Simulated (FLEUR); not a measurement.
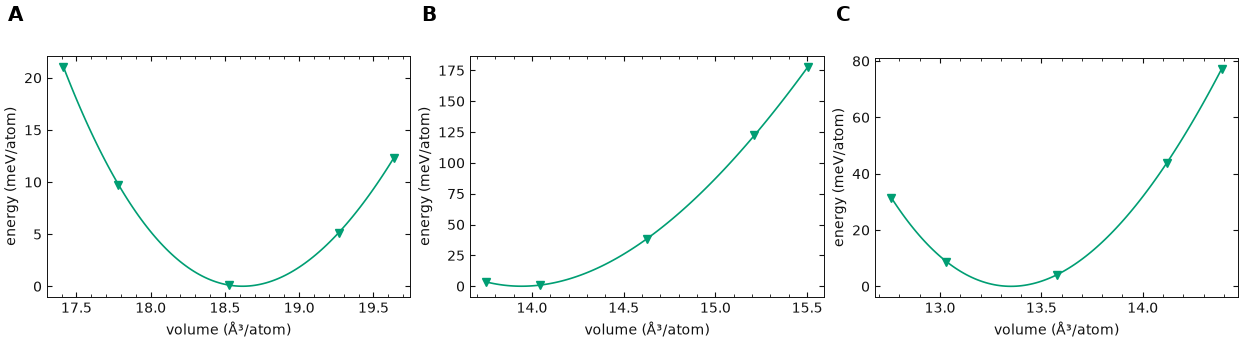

Each panel shows the energy against volume for one of these solids: Ge, I4_1/amd (No. 141); Ir, P6_3/mmc (No. 194); Ru, P6_3/mmc (No. 194).

Method: all-electron LAPW DFT, no spin polarisation; energies at scaled volumes of the given cell, shape and fractions fixed, counted from the fit's minimum, third-order Birch-Murnaghan fit (FLEUR MaX-R8.1 (later development tree)). Level: SCAN.

> Match the panels to the solids.

A is Ge (energy from 0.12 meV/atom to 21.06 meV/atom, V0 18.62 Å³/atom, B0 77.3 GPa); B is Ir (energy from 1 meV/atom to 178 meV/atom, V0 13.94 Å³/atom, B0 406 GPa); C is Ru (energy from 4.04 meV/atom to 77.17 meV/atom, V0 13.35 Å³/atom, B0 354 GPa).

For Ge, limits of the calculation: shape and atomic fractions are frozen while scaling, which makes layered, chain and framework solids too stiff.

For Ir, limits of the calculation: shape and atomic fractions are frozen while scaling, which makes layered, chain and framework solids too stiff.

For Ru, limits of the calculation: shape and atomic fractions are frozen while scaling, which makes layered, chain and framework solids too stiff.
